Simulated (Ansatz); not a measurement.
# C: geometry relaxation (part 1 of 3)

System: C (P6/mmm, 2 atoms in the cell).
Method: DFT PBE, scalar-relativistic, plane waves, PAW, no spin polarisation (Ansatz 0.2.0).

The structure was made by a generator, so it may or may not be a known phase. Figures and captions count atoms from 1; the log counts them from 0 in places.

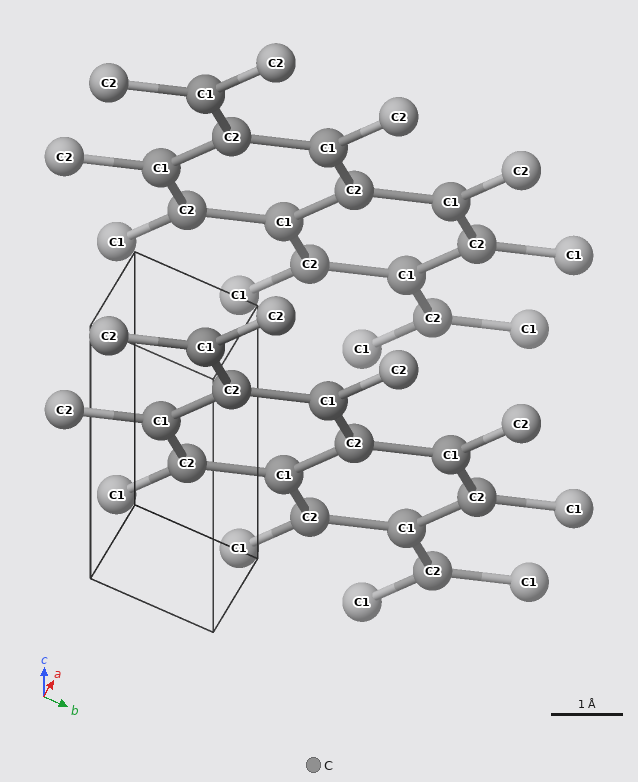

**Figure 1.** The starting structure (ball-and-stick view of the cell of the calculation, repeated 2 × 3 × 2, seen at an oblique angle; neighbours outside the cell are drawn fainter; atoms are numbered from 1 in the order of the input). An atom can appear more than once, as a periodic image. Near neighbours in the periodic cell (some may lie outside the picture): C has 3 C at 1.42 Å.

**Key numbers**

- outcome: converged
- space group (tolerance 0.01 Å): P6/mmm (191)
- electrons treated: 8
- free energy: −501.8873 eV
- Fermi energy: 4.287 eV
- gap on the k-point mesh: none (metallic)
- pressure: 0.01 GPa
- final volume: 23.30 Å³
- largest force (length of the vector) at the end: under 0.001 eV/Å
- final cell: a = 2.466 Å, b = 2.466 Å, c = 4.423 Å, α = 90.00°, β = 90.00°, γ = 120.00°
- hardware: 1 thread of Arm Neoverse N1, 60 GiB of memory available, shared host
- wall time: 3.3 min
- peak memory: 0.39 GiB

**Input file**
```yaml
crystal:
  lattice:
    - [2.4667601286, 0.0, 0.0]
    - [-1.2333800643, 2.1362769364, 0.0]
    - [0.0, 0.0, 4.015257926]
  atoms:
    - { symbol: C, position: [0.6666666667, 0.3333333333, 0.5] }
    - { symbol: C, position: [0.3333333333, 0.6666666667, 0.5] }
basis:
  ecutwfc: 420
kpoints:
  mp_grid: { grid: [24, 24, 14] }
hamiltonian:
  xc: pbe
scf:
  occupations: { method: gaussian, width: 0.1 }
output:
  forces: true
  stress: true
  eigenvalues: true
  write_density: true
  write_potential: true
  elf: true
  volumetric_format: npy
relax:
  adjacent_minimum: "off"
  f_tol: 0.01
  max_steps: 80
  cell: { stress_tol: 0.05 }
```

Command:
```bash
ansatz run input.yaml --threads 1 --pin off --max-ram 2560MiB --backend cpu --events-out ev --progress --plain --runs-dir out
```

**What the program printed**
```
Engine: ansatz 0.2.0, aarch64-unknown-linux-gnu
Pseudopotentials: kind: paw
Pseudopotential: C, paw, valence charge 4, recommended cutoff 420 eV (normal), C.paw.azcp
Functional definition: PBE
  parameter kappa = 0.804
  parameter beta = 0.06672455060314922
  exchange = pbe_x(kappa = kappa, mu = beta*pi^2/3)
  correlation = pbe_c(beta = beta)
Crystal: 2 atoms, lattice volume = 21.159 Å³
Basis set: ecut = 420 eV, 391 PW (Γ), exchange–correlation on 36×36×54 points (8 copies of the dense FFT grid, shifted against one another)
Bands: 8, of which v1, the nominal top of the filled ones, is band 4 counted from 1 (3 counted from 0)
Symmetry: 24 space group operations
Space group: P6/mmm (ITA 191), of the structure as read, at distance tolerance 2.8e-5 Å
k-points: 488 of 8064
Non-local potential: C, projectors of the file, l = 0: 2, l = 1: 2, l = 2: 1
PAW form: soft (Blöchl's): semilocal exchange-correlation on the pseudo side does not see the compensation charge
PAW one-centre angular grid: C, 110 points (default); XC on 64 Gauss nodes
Initial density: superposition of atomic densities (neutral atoms: chi_scale 0, normalization atom), corrected by the library's trained network
Initial wavefunctions: pseudopotential atomic-orbital guess
Functional: x = pbe(κ = 0.804, μ = 0.2195149727645171), c = pbe(β = 0.06672455060314922)
SCF iter   1: F=—  HF=-501.885017 eV  |F-HF|=—  |Δ(HF+E_count)|=         —  Δρ=3.85e-3  dr2=4.10e-3  ethr=1.77e-3  ⟨swp⟩=4.2  Hψ=25656  notcnv=0
preconditioner: auto → none  [metal: Δε(μ)=0.091 eV  Ē_g=18.022 eV  σ=0.100 eV  W_gap=0.48  n_scr=2 (ndim 8)  ℏωp=22.8 eV  f_vac=0.182  D(μ)=0.02/eV (n_scr^D=0)  sad-step TF]
SCF iter   2: F=—  HF=-501.884834 eV  |F-HF|=—  |Δ(HF+E_count)|=   1.83e-4  Δρ=2.47e-3  dr2=2.19e-3  ethr=5.13e-5  ⟨swp⟩=1.0  Hψ=7808  notcnv=0
SCF iter   3: F=—  HF=-501.884262 eV  |F-HF|=—  |Δ(HF+E_count)|=   5.72e-4  Δρ=4.12e-4  dr2=6.48e-5  ethr=2.73e-5  ⟨swp⟩=2.7  Hψ=6906  notcnv=0
SCF iter   4: F=—  HF=-501.884228 eV  |F-HF|=—  |Δ(HF+E_count)|=   3.36e-5  Δρ=1.88e-4  dr2=3.61e-6  ethr=8.10e-7  ⟨swp⟩=2.0  Hψ=4429  notcnv=0
iter 5 did not close the SCF: its close was put off for the readings that it lacked (scf_convergence_deferred on its scf_iter line)
SCF iter   5: F=-501.884227 eV  HF=-501.884227 eV  |F-HF|=7.59e-9  |Δ(HF+E_count)|=   1.05e-6  Δρ=2.64e-5  dr2=5.15e-8  ethr=4.51e-8  ⟨swp⟩=2.7  Hψ=5882  notcnv=0
SCF iter   6: F=-501.884227 eV  HF=-501.884227 eV  |F-HF|=1.03e-10  |Δ(HF+E_count)|=   1.81e-9  Δρ=1.58e-6  dr2=3.54e-10  ethr=6.43e-10  ⟨swp⟩=6.1  Hψ=21000  notcnv=0
SCF 1 converged in 6 iterations: F = -501.884227 eV  dr2 = 3.54e-10
  greatest PAW one-centre occupation: 0.672 electrons in one spin orbital (limit 2), on the C atom at site 1 (counted from 0), in its partial waves of l = 0
relax step   1: F+E_penalty+E_count = -501.88422688 eV  Δ(F+E_penalty+E_count) = +0.000e0 eV  max|allowed force component| = 3.886e-16 eV/Å  Δτ_max = 0.0000 Å  P = +0.044 GPa  Ω = 21.159 Å³  (6 SCF iters, dr2 threshold 1.00e-7 eV, accepted)
Crystal: 2 atoms, lattice volume = 21.347 Å³
Initial density: handed on by an earlier stage of this run
Initial wavefunctions: those handed on with the density
iter 1 solved again at ethr=6.21e-6 eV; its pass at ethr=3.10e-3 eV (dr2=4.97e-4 eV) is discarded
SCF iter   1: F=—  HF=-501.884368 eV  |F-HF|=—  |Δ(HF+E_count)|=         —  Δρ=1.07e-3  dr2=3.84e-4  ethr=6.21e-6  ⟨swp⟩=2.1  Hψ=35909  notcnv=0
preconditioner: auto → none  [metal: Δε(μ)=0.087 eV  Ē_g=17.963 eV  σ=0.100 eV  W_gap=0.46  n_scr=2 (ndim 8)  ℏωp=22.7 eV  f_vac=0.209  D(μ)=0.02/eV (n_scr^D=0)]
SCF iter   2: F=—  HF=-501.884232 eV  |F-HF|=—  |Δ(HF+E_count)|=   1.36e-4  Δρ=3.75e-4  dr2=2.98e-5  ethr=4.80e-6  ⟨swp⟩=2.6  Hψ=5730  notcnv=0
SCF iter   3: F=—  HF=-501.884173 eV  |F-HF|=—  |Δ(HF+E_count)|=   5.90e-5  Δρ=1.11e-4  dr2=1.03e-6  ethr=3.72e-7  ⟨swp⟩=2.9  Hψ=5831  notcnv=0
SCF iter   4: F=-501.884174 eV  HF=-501.884174 eV  |F-HF|=8.75e-10  |Δ(HF+E_count)|=   8.50e-7  Δρ=3.14e-6  dr2=2.33e-9  ethr=2.50e-9  ⟨swp⟩=10.2  Hψ=28165  notcnv=0
SCF 2 converged in 4 iterations: F = -501.884174 eV  dr2 = 2.33e-9
relax step   2: F+E_penalty+E_count = -501.88417430 eV  Δ(F+E_penalty+E_count) = +5.259e-5 eV  max|allowed force component| = 4.441e-16 eV/Å  Δτ_max = 0.0000 Å  P = +0.071 GPa  Ω = 21.347 Å³  energy of the carried Pulay correction = -5.941e-4 eV  (4 SCF iters, dr2 threshold 2.00e-7 eV, accepted)
Crystal: 2 atoms, lattice volume = 21.756 Å³
Basis set: ecut = 420 eV, 403 PW (Γ), exchange–correlation on 36×36×54 points (8 copies of the dense FFT grid, shifted against one another)
iter 1 solved again at ethr=2.41e-5 eV; its pass at ethr=3.10e-3 eV (dr2=1.93e-3 eV) is discarded
SCF iter   1: F=—  HF=-501.884109 eV  |F-HF|=—  |Δ(HF+E_count)|=         —  Δρ=2.32e-3  dr2=1.87e-3  ethr=2.41e-5  ⟨swp⟩=1.5  Hψ=36142  notcnv=0
preconditioner: auto → none  [metal: Δε(μ)=0.076 eV  Ē_g=17.916 eV  σ=0.100 eV  W_gap=0.41  n_scr=2 (ndim 8)  ℏωp=22.5 eV  f_vac=0.220  D(μ)=0.03/eV (n_scr^D=0)]
SCF iter   2: F=—  HF=-501.883426 eV  |F-HF|=—  |Δ(HF+E_count)|=   6.83e-4  Δρ=7.91e-4  dr2=1.40e-4  ethr=2.34e-5  ⟨swp⟩=2.5  Hψ=5640  notcnv=0
SCF iter   3: F=—  HF=-501.883364 eV  |F-HF|=—  |Δ(HF+E_count)|=   6.24e-5  Δρ=2.39e-4  dr2=4.72e-6  ethr=1.75e-6  ⟨swp⟩=3.0  Hψ=5965  notcnv=0
SCF iter   4: F=-501.883367 eV  HF=-501.883367 eV  |F-HF|=4.83e-9  |Δ(HF+E_count)|=   3.58e-6  Δρ=6.38e-6  dr2=5.65e-9  ethr=2.50e-9  ⟨swp⟩=8.1  Hψ=28888  notcnv=0
SCF 3 converged in 4 iterations: F = -501.883367 eV  dr2 = 5.65e-9
relax step   3: F+E_penalty+E_count = -501.88336749 eV  Δ(F+E_penalty+E_count) = +8.068e-4 eV  max|allowed force component| = 3.516e-16 eV/Å  Δτ_max = 0.0000 Å  P = +0.029 GPa  Ω = 21.756 Å³  energy of the carried Pulay correction = -1.872e-3 eV  (4 SCF iters, dr2 threshold 2.00e-7 eV, accepted)
Basis set: ecut = 420 eV, 403 PW (Γ), exchange–correlation on 36×36×60 points (8 copies of the dense FFT grid, shifted against one another)
Initial wavefunctions: pseudopotential atomic-orbital guess (no wavefunctions were taken with the density)
iter 1 solved again at ethr=7.41e-8 eV; its pass at ethr=3.10e-3 eV (dr2=5.93e-6 eV) is discarded
SCF iter   1: F=—  HF=-501.885799 eV  |F-HF|=—  |Δ(HF+E_count)|=         —  Δρ=2.14e-4  dr2=1.50e-6  ethr=7.41e-8  ⟨swp⟩=3.1  Hψ=37734  notcnv=0
preconditioner: auto → none  [metal: Δε(μ)=0.074 eV  Ē_g=17.943 eV  σ=0.100 eV  W_gap=0.40  n_scr=2 (ndim 8)  ℏωp=22.5 eV  f_vac=0.210  D(μ)=0.03/eV (n_scr^D=0)]
SCF iter   2: F=—  HF=-501.885801 eV  |F-HF|=—  |Δ(HF+E_count)|=   2.13e-6  Δρ=1.08e-4  dr2=3.09e-7  ethr=1.87e-8  ⟨swp⟩=2.9  Hψ=5946  notcnv=0
SCF iter   3: F=—  HF=-501.885803 eV  |F-HF|=—  |Δ(HF+E_count)|=   1.94e-6  Δρ=1.30e-5  dr2=4.61e-9  ethr=3.87e-9  ⟨swp⟩=2.2  Hψ=5801  notcnv=0
SCF iter   4: F=—  HF=-501.885803 eV  |F-HF|=—  |Δ(HF+E_count)|=   3.13e-8  Δρ=9.61e-7  dr2=5.41e-11  ethr=5.77e-11  ⟨swp⟩=2.1  Hψ=5815  notcnv=0
SCF iter   5: F=-501.885803 eV  HF=-501.885803 eV  |F-HF|=5.68e-14  |Δ(HF+E_count)|=  1.82e-10  Δρ=2.22e-8  dr2=3.86e-14  ethr=1.00e-12  ⟨swp⟩=6.2  Hψ=14739  notcnv=0
SCF 4 converged in 5 iterations: F = -501.885803 eV  dr2 = 3.86e-14
relax step   4: F+E_penalty+E_count = -501.88580326 eV  Δ(F+E_penalty+E_count) = -2.436e-3 eV  max|allowed force component| = 3.886e-16 eV/Å  Δτ_max = 0.0000 Å  P = +0.182 GPa  Ω = 21.756 Å³  stress off target by 3.10e-1 GPa  SCF on the basis re-selected at this cell (its energy is not comparable with the rows above)  (5 SCF iters)
basis re-selected at this cell: Δ(F+E_penalty+E_count) = -2.436e-3 eV, ΔP = +0.153 GPa vs the last step (what re-selecting the basis moved, of the pressure what is left beyond the Pulay correction that the steps carried, after the strain that the cell walked since its last selection, with what the two solves' SCF thresholds leave and, on support functions, any second-order correction that the steps lacked; it is no measure of the basis error at this ecutwfc). The dense FFT grid was sized anew with the basis: this SCF ran on 18×18×30 points, the steps before it on 18×18×27, so part of this shift can come from that change (see relax.cell in the input reference). This SCF's stress stands 3.10e-1 GPa from its target on what of the cell is left free (relax.cell.stress_tol is 5.00e-2 GPa) and its largest allowed force component is 3.89e-16 eV/Å (relax.f_tol is 1.00e-2 eV/Å): not within both, so this SCF does not close the relaxation
Crystal: 2 atoms, lattice volume = 22.110 Å³
Basis set: ecut = 420 eV, 405 PW (Γ), exchange–correlation on 36×36×60 points (8 copies of the dense FFT grid, shifted against one another)
iter 1 solved again at ethr=1.81e-5 eV; its pass at ethr=3.10e-3 eV (dr2=1.45e-3 eV) is discarded
SCF iter   1: F=—  HF=-501.885663 eV  |F-HF|=—  |Δ(HF+E_count)|=         —  Δρ=1.98e-3  dr2=1.41e-3  ethr=1.81e-5  ⟨swp⟩=1.5  Hψ=36207  notcnv=0
preconditioner: auto → none  [metal: Δε(μ)=0.066 eV  Ē_g=17.887 eV  σ=0.100 eV  W_gap=0.36  n_scr=2 (ndim 8)  ℏωp=22.3 eV  f_vac=0.234  D(μ)=0.03/eV (n_scr^D=0)]
SCF iter   2: F=—  HF=-501.885132 eV  |F-HF|=—  |Δ(HF+E_count)|=   5.31e-4  Δρ=6.57e-4  dr2=1.02e-4  ethr=1.77e-5  ⟨swp⟩=2.5  Hψ=5648  notcnv=0
SCF iter   3: F=—  HF=-501.885121 eV  |F-HF|=—  |Δ(HF+E_count)|=   1.13e-5  Δρ=1.99e-4  dr2=3.29e-6  ethr=1.27e-6  ⟨swp⟩=3.0  Hψ=5955  notcnv=0
SCF iter   4: F=-501.885123 eV  HF=-501.885123 eV  |F-HF|=3.45e-9  |Δ(HF+E_count)|=   2.41e-6  Δρ=5.31e-6  dr2=3.32e-9  ethr=2.50e-9  ⟨swp⟩=11.0  Hψ=29302  notcnv=0
SCF 5 converged in 4 iterations: F = -501.885123 eV  dr2 = 3.32e-9
relax step   5: F+E_penalty+E_count = -501.88512300 eV  Δ(F+E_penalty+E_count) = +6.803e-4 eV  max|allowed force component| = 2.961e-16 eV/Å  Δτ_max = 0.0000 Å  P = +0.058 GPa  Ω = 22.110 Å³  energy of the carried Pulay correction = -1.090e-3 eV  (4 SCF iters, dr2 threshold 2.00e-7 eV, accepted)
Crystal: 2 atoms, lattice volume = 22.196 Å³
iter 1 solved again at ethr=1.30e-6 eV; its pass at ethr=3.10e-3 eV (dr2=1.04e-4 eV) is discarded
SCF iter   1: F=—  HF=-501.884906 eV  |F-HF|=—  |Δ(HF+E_count)|=         —  Δρ=4.81e-4  dr2=8.25e-5  ethr=1.30e-6  ⟨swp⟩=2.1  Hψ=34611  notcnv=0
preconditioner: auto → none  [metal: Δε(μ)=0.063 eV  Ē_g=17.899 eV  σ=0.100 eV  W_gap=0.35  n_scr=2 (ndim 8)  ℏωp=22.3 eV  f_vac=0.225  D(μ)=0.04/eV (n_scr^D=0)]
SCF iter   2: F=—  HF=-501.884876 eV  |F-HF|=—  |Δ(HF+E_count)|=   3.03e-5  Δρ=1.57e-4  dr2=6.03e-6  ethr=1.03e-6  ⟨swp⟩=2.9  Hψ=5884  notcnv=0
SCF iter   3: F=—  HF=-501.884876 eV  |F-HF|=—  |Δ(HF+E_count)|=   6.94e-7  Δρ=4.66e-5  dr2=1.75e-7  ethr=7.53e-8  ⟨swp⟩=2.9  Hψ=5924  notcnv=0
SCF iter   4: F=-501.884876 eV  HF=-501.884876 eV  |F-HF|=5.39e-10  |Δ(HF+E_count)|=   1.34e-7  Δρ=1.49e-6  dr2=2.37e-10  ethr=1.12e-10  ⟨swp⟩=9.1  Hψ=26071  notcnv=0
SCF 6 converged in 4 iterations: F = -501.884876 eV  dr2 = 2.37e-10
relax step   6: F+E_penalty+E_count = -501.88487640 eV  Δ(F+E_penalty+E_count) = +2.466e-4 eV  max|allowed force component| = 5.921e-16 eV/Å  Δτ_max = 0.0000 Å  P = +0.007 GPa  Ω = 22.196 Å³  energy of the carried Pulay correction = -1.353e-3 eV  (4 SCF iters, dr2 threshold 8.96e-9 eV, accepted)
iter 1 solved again at ethr=7.39e-8 eV; its pass at ethr=3.10e-3 eV (dr2=5.91e-6 eV) is discarded
SCF iter   1: F=—  HF=-501.886492 eV  |F-HF|=—  |Δ(HF+E_count)|=         —  Δρ=1.46e-4  dr2=6.92e-7  ethr=7.39e-8  ⟨swp⟩=3.1  Hψ=37776  notcnv=0
preconditioner: auto → none  [metal: Δε(μ)=0.065 eV  Ē_g=17.904 eV  σ=0.100 eV  W_gap=0.35  n_scr=2 (ndim 8)  ℏωp=22.3 eV  f_vac=0.225  D(μ)=0.04/eV (n_scr^D=0)]
SCF iter   2: F=—  HF=-501.886496 eV  |F-HF|=—  |Δ(HF+E_count)|=   3.91e-6  Δρ=7.35e-5  dr2=1.48e-7  ethr=8.64e-9  ⟨swp⟩=2.4  Hψ=5782  notcnv=0
SCF iter   3: F=—  HF=-501.886496 eV  |F-HF|=—  |Δ(HF+E_count)|=   8.77e-7  Δρ=8.03e-6  dr2=2.19e-9  ethr=1.85e-9  ⟨swp⟩=2.2  Hψ=5801  notcnv=0
SCF iter   4: F=—  HF=-501.886496 eV  |F-HF|=—  |Δ(HF+E_count)|=   1.16e-8  Δρ=8.06e-7  dr2=5.58e-11  ethr=2.74e-11  ⟨swp⟩=2.1  Hψ=5840  notcnv=0
SCF iter   5: F=-501.886496 eV  HF=-501.886496 eV  |F-HF|=1.02e-12  |Δ(HF+E_count)|=  2.10e-10  Δρ=2.51e-8  dr2=1.12e-13  ethr=1.00e-12  ⟨swp⟩=6.2  Hψ=14845  notcnv=0
SCF 7 converged in 5 iterations: F = -501.886496 eV  dr2 = 1.12e-13
relax step   7: F+E_penalty+E_count = -501.88649643 eV  Δ(F+E_penalty+E_count) = -1.620e-3 eV  max|allowed force component| = 4.256e-16 eV/Å  Δτ_max = 0.0000 Å  P = +0.108 GPa  Ω = 22.196 Å³  stress off target by 2.02e-1 GPa  SCF on the basis re-selected at this cell (its energy is not comparable with the rows above)  (5 SCF iters)
basis re-selected at this cell: Δ(F+E_penalty+E_count) = -1.620e-3 eV, ΔP = +0.102 GPa vs the last step (what re-selecting the basis moved, of the pressure what is left beyond the Pulay correction that the steps carried, after the strain that the cell walked since its last selection, with what the two solves' SCF thresholds leave and, on support functions, any second-order correction that the steps lacked; it is no measure of the basis error at this ecutwfc). This SCF's stress stands 2.02e-1 GPa from its target on what of the cell is left free (relax.cell.stress_tol is 5.00e-2 GPa) and its largest allowed force component is 4.26e-16 eV/Å (relax.f_tol is 1.00e-2 eV/Å): not within both, so this SCF does not close the relaxation
Crystal: 2 atoms, lattice volume = 22.478 Å³
iter 1 solved again at ethr=1.18e-5 eV; its pass at ethr=3.10e-3 eV (dr2=9.42e-4 eV) is discarded
```
